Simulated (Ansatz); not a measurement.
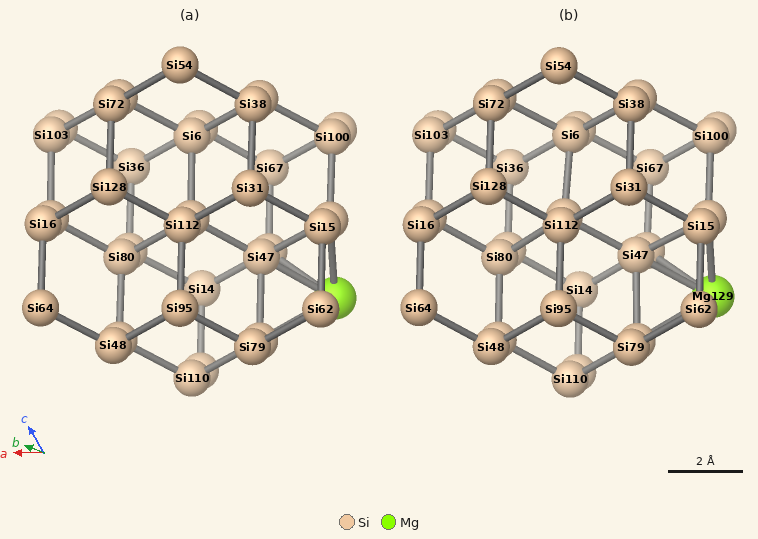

The structure of a defect cell of composition Si128Mg (cell charge +2) before (left) and after (right) a relaxation, at one scale.

The picture is a ball-and-stick view of the atoms within 5.8 Å of the atom that moves most (axes of the cell of the calculation (origin shifted)), seen from a free direction.

The atoms of the start lie slightly off their symmetric places, so part of the fall in energy undoes that.

Level of theory: Ansatz 0.2.0, DFT, PBEsol, PAW, plane waves. Set-up: plane-wave cutoff 420 eV; k-point mesh 1 × 1 × 1; mesh shifted by (0.25, 0.25, 0.25); no spin polarisation; atoms relaxed in a fixed cell; force threshold 0.03 eV/Å; at most 80 steps.

What changed between the two?

Answer. A Si atom moves most: 0.17 Å along [3 1 1]. By element the largest moves are Si 0.17 Å, Mg 0.06 Å. The cell doesn't change. Some distances before and after: Si–Si 2.348 → 2.434 Å, Mg–Si 2.421 → 2.504 Å, Si–Si 2.368 → 2.434 Å, Mg–Si 2.705 → 2.764 Å. Bond angles that change, for instance: Si–Si–Si 111.8° → 105.5°, Si–Si–Si 110.8° → 106.4°, Si–Si–Si 109.9° → 105.5°. After 4 geometry steps the energy has fallen by 1.703 eV per cell of the calculation. Largest force component: 1.5 eV/Å at the start, 0.0036 eV/Å at the end. The run took 6.2 s on 1 × NVIDIA GB200 with 8 threads of Arm Neoverse-V2, peak memory 2.2 GiB.

Limits of the set-up: the cell is charged, on a uniform background, and energies carry no finite-size correction.
